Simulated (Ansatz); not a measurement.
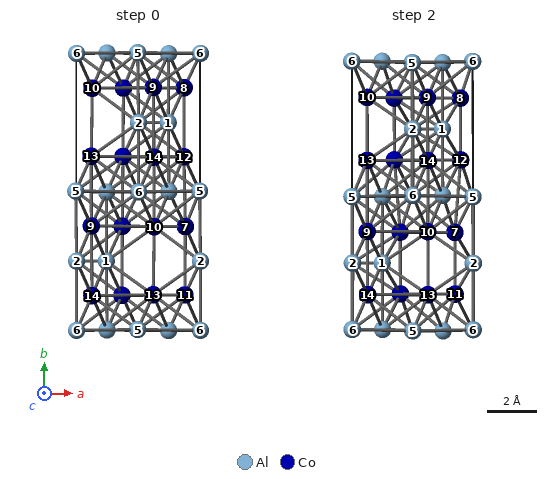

The structure of solid Al$_{3}$Co$_{4}$ (a generated structure, set up in P1) (coarse preliminary run) before (left) and after (right) a relaxation, at one scale.

Style: ball-and-stick. Shown: the larger cell on standard axes (2 times the calculation's cell), along the c axis.

Case: 2 of 8 Al atoms taken out at random.

All numbers below come from DFT PBE, scalar-relativistic, plane waves, PAW in Ansatz.

The input:
```yaml
crystal:
  lattice:
    - [0.0, 0.0, -5.7038048229]
    - [5.7038048229, 0.0, -2.8519024114]
    - [0.0, -5.7038048229, -2.8519024114]
  atoms:
    - { symbol: Al, position: [0.004765847, 0.5026025745, 0.4927018567] }
    - { symbol: Al, position: [0.244524119, 0.502402489, 0.003871952] }
    - { symbol: Al, position: [0.2506639847, 0.0044017765, 0.4962136826] }
    - { symbol: Al, position: [0.7508203237, 0.999513034, 0.5002416929] }
    - { symbol: Al, position: [0.5049829705, 0.9963209813, 0.9993720653] }
    - { symbol: Al, position: [0.9946500883, 0.0027693739, 0.9997073848] }
    - { symbol: Co, position: [0.4912774849, 0.2528611811, 0.2537269775], spin: 3.0 }
    - { symbol: Co, position: [0.0021189393, 0.2504198424, 0.2501760357], spin: 3.0 }
    - { symbol: Co, position: [0.2528725981, 0.2479742029, 0.7510733872], spin: 3.0 }
    - { symbol: Co, position: [0.7424947292, 0.2540648924, 0.7541558786], spin: 3.0 }
    - { symbol: Co, position: [0.2486313749, 0.7466142196, 0.2544835214], spin: 3.0 }
    - { symbol: Co, position: [0.7552889945, 0.7489955076, 0.2467932686], spin: 3.0 }
    - { symbol: Co, position: [0.5052611954, 0.745026697, 0.7499374687], spin: 3.0 }
    - { symbol: Co, position: [0.9960846678, 0.7516493744, 0.749507979], spin: 3.0 }
  symmetry: { detect: false }
basis:
  ecutwfc: 420
kpoints:
  mp_grid: { grid: [3, 2, 2], shift: [0.0, 0.5, 0.5] }
hamiltonian:
  xc: pbe
scf:
  occupations: { method: gaussian, width: 0.1 }
  lower_state_search: "off"
output:
  forces: true
  stress: true
  eigenvalues: true
  populations: true
magnetization:
  spin_polarized: true
relax:
  adjacent_minimum: "off"
  f_tol: 0.04
  max_steps: 50
  cell: { stress_tol: 0.3 }
```

Launched with:
```bash
ansatz run input.yaml --threads 4 --pin off --max-ram 9216MiB --backend cpu --events-out ev --progress --plain --runs-dir out
```

> What changed between the two?

The run was cut off at its time limit before the relaxation converged, so the last structure is only a point on the way. Over 2 geometry steps the energy falls by 0.676 eV per cell of the calculation. The largest force component goes from 0.84 to 0.099 eV/Å. The pressure goes from −7.03 to 0.73 GPa. The largest move relative to the cell is that of Co7, 0.19 Å roughly along [−3 −1 0]. Largest moves by element: Co 0.19 Å, Al 0.05 Å. The volume changes by −7.3 %, with a 5.704 → 5.561 Å (−2.5 %), b 11.408 → 11.050 Å (−3.1 %), c 6.377 → 6.247 Å (−2.0 %), β 116.6° → 116.3°, γ 90.0° → 90.2°. Some distances before and after: Co7–Co8 2.897 → 2.517 Å, Co11–Co12 2.875 → 2.516 Å, Co8–Co12 2.844 → 2.541 Å, Co7–Co11 2.816 → 2.542 Å. Within 0.06 Å the space group is Cm at the start and Fmmm at the end; at a tighter tolerance small leftover displacements or strains of the cell lower it. The program noted that the starting moments weren't kept. Cost: 2.5 min on 4 threads of Intel(R) Xeon(R) Platinum 8488C (Sapphire Rapids), on a shared host, peak memory 0.77 GiB.

Limits of the set-up: the k-point mesh is coarse for a cell with partly filled bands.
